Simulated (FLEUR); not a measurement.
System: ZnS, space group P6_3mc (No. 186).

The given structure:
```xyz
4
Lattice="3.8110 0.0000 0.0000 -1.9055 3.3004 0.0000 0.0000 0.0000 6.2340" Properties=species:S:1:pos:R:3 pbc="T T T"
Zn    1.9055    1.1001    3.1170
Zn    0.0000    2.2003    0.0000
S     1.9055    1.1001    5.5171
S     0.0000    2.2003    2.4001
```

Computed with FLEUR MaX-R8.1 (later development tree): all-electron LAPW DFT, no spin polarisation; energies at scaled volumes of the given cell, shape and fractions fixed, counted from the fit's minimum, third-order Birch-Murnaghan fit. Level: PBEsol.

k mesh 8×8×5; occupations Fermi–Dirac; smearing width 0.05 eV; potentials all electron; program settings basis FLAPW, kmax 5.33 1/bohr.

What does the calculation give for the energy against volume? The volume takes the values 18.43, 18.82, 19.21, 19.60, 19.99, 20.39, 20.78 Å³/atom.

A third-order Birch–Murnaghan fit gives V0 = 19.27 Å³/atom, B0 = 78.3 GPa and B′ = 4.5. The energy is 9.85 meV/atom at volume 18.43 Å³/atom and 25.07 meV/atom at 20.78 Å³/atom; the lowest computed point is at volume 19.21 Å³/atom (0.05 meV/atom), and no other minimum shows.

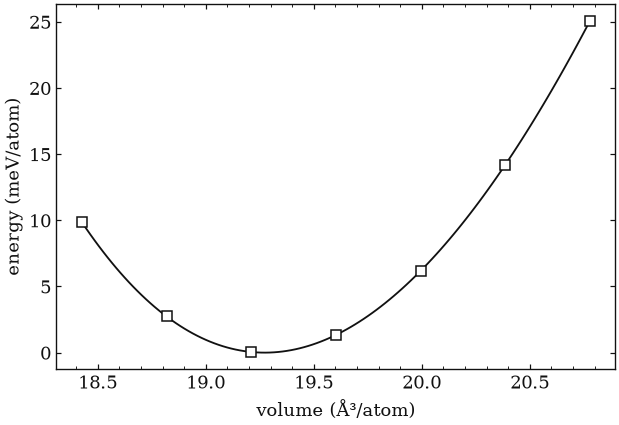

Caveats: shape and atomic fractions are frozen while scaling, which makes layered, chain and framework solids too stiff.
